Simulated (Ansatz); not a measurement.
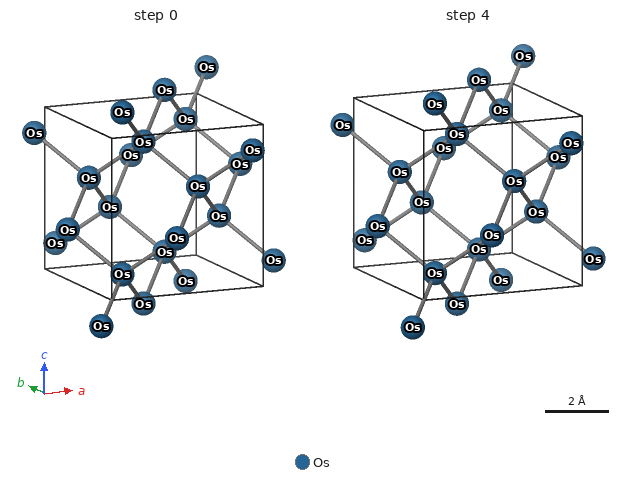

The structure of a crystal of Os (a generated structure, set up in Fd-3m) before (left) and after (right) a relaxation, at one scale.

Style: ball-and-stick. Shown: the conventional cell (4 times the calculation's cell), from a free direction. Lengths and directions refer to the drawn axes.

Phase: diamond.

The calculation used DFT, RPBE, plane waves (420 eV) with PAW, scalar-relativistic (Ansatz 0.2.0). Settings: plane-wave cutoff 420 eV; k-point mesh 10 × 10 × 10; occupations fermi dirac; smearing width 0.1 eV; no spin polarisation; cell and atoms relaxed; force threshold 0.01 eV/Å; at most 60 steps.

**Summarise the run.**

Over 3 accepted moves (4 points after the start) the energy falls by 0.588 eV per cell of the calculation. All forces vanish by symmetry, so only the cell relaxes. The pressure goes from 37.77 to 0.03 GPa. The SCF was repeated once at an unchanged geometry on a basis and grid sized afresh for the cell, which shifted the energy by 2.0 meV per cell of the calculation at most. No atom moves by more than 0.005 Å relative to the cell. The drawn cell changes as follows: a = b = c 5.326 → 5.581 Å (+4.8 %); the volume changes by +15.0 %. Near-neighbour distances that change, for instance: Os–Os 2.306 → 2.416 Å. The space group stays Fd-3m (No. 227). The run took 4.9 s on 2 threads of Arm Neoverse V2, with other jobs on the host, peak memory 0.34 GiB.
